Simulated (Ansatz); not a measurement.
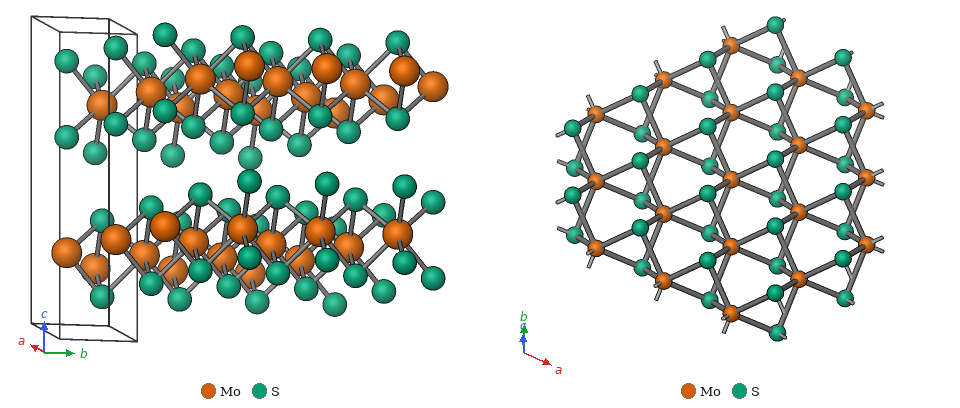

Left: the structure. Right: its underlying net. Nodes are coloured by element. One layer is drawn. Edges to nodes outside the piece are drawn as stubs.

MoS₂ (space group P6_3/mmc, No. 194): the geometry relaxed with DFT PBEsol, scalar-relativistic, plane waves, PAW in Ansatz.

Bonds are taken as Mo–S below 2.7 Å. The graph is simplified in the usual way: terminal and isolated atoms are pruned, two-connected atoms become edges.

The result is a binodal (3,6)-connected, two-periodic (layers) net: S is a 3-connected node; Mo is a 6-connected node, in the ratio 2:1. It is the net of the trigonal-prismatic layers of 2H-MoS2. The layers lie parallel to (001).

```csv
node,links,point symbol,coordination sequence
S,3,4³,3 13 9 24 15 36 21 48
Mo,6,4³·6¹²,6 6 18 12 30 18 42 24
```
